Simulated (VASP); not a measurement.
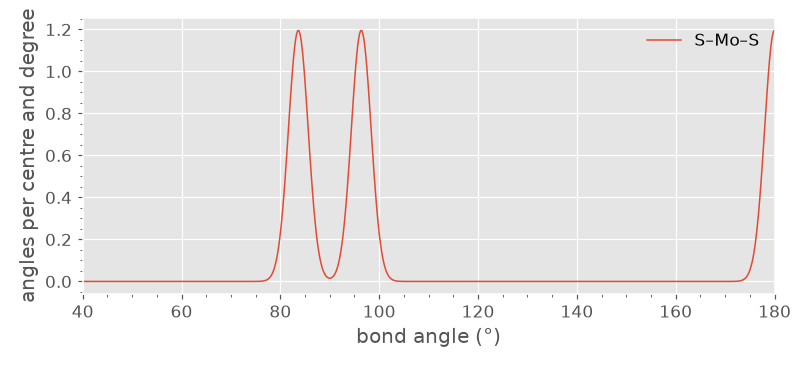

Bond-angle distributions computed from the structure of MoS2; each angle is a Gaussian of σ = 2.0°. Bonds counted: Mo–S up to 3.10 Å. Structure used: a cell listed in the Materials Project, as set up for an electronic-structure calculation.

**Give the groups of angles for each curve.**

S–Mo–S: 84° (6 per centre); 96° (6 per centre); 180° (3 per centre)

**What coordination geometry do the angles point to, counting the bonds named above alone?**

Mo has 6 S neighbours in an octahedral arrangement (distorted).

The structure has space group P-3m1 (No. 164); other forms of this composition would give other results.
